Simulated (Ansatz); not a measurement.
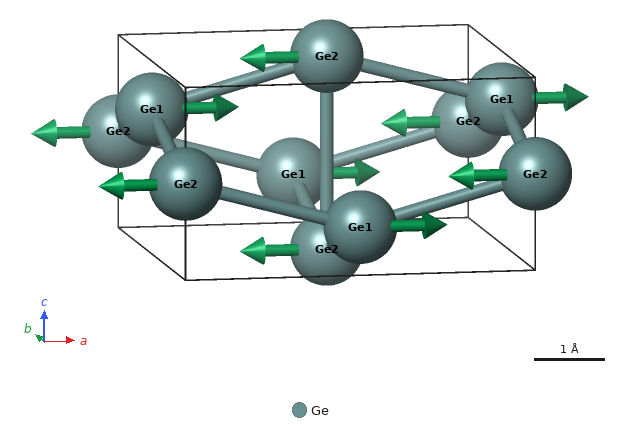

Normal modes of crystalline Ge, space group I4₁/amd (No. 141), at the zone centre. The optical levels lie at 76, 164 (×2) cm⁻¹. One mode is drawn. The green arrows are the displacements of the atoms (eigenvector over the root of the mass), of arbitrary overall length and sign. Style: ball-and-stick. Shown: the conventional cell (2 times the calculation's cell), slightly off an axis. Lengths and directions refer to the drawn axes.

These are results of DFT r2SCAN, scalar-relativistic, plane waves, PAW in Ansatz 0.2.0, not measurements. Settings: plane-wave cutoff 500 eV; k-point mesh 24 × 24 × 24; occupations gaussian; smearing width 0.15 eV; no spin polarisation.

To which level does it belong?

The level at 164 cm⁻¹. This is the E_g mode (doubly degenerate; one member of the set is drawn), the highest optical level, Raman-active by symmetry. All motion is along a; atoms of one kind move against one another, with no net shift of their sublattice.
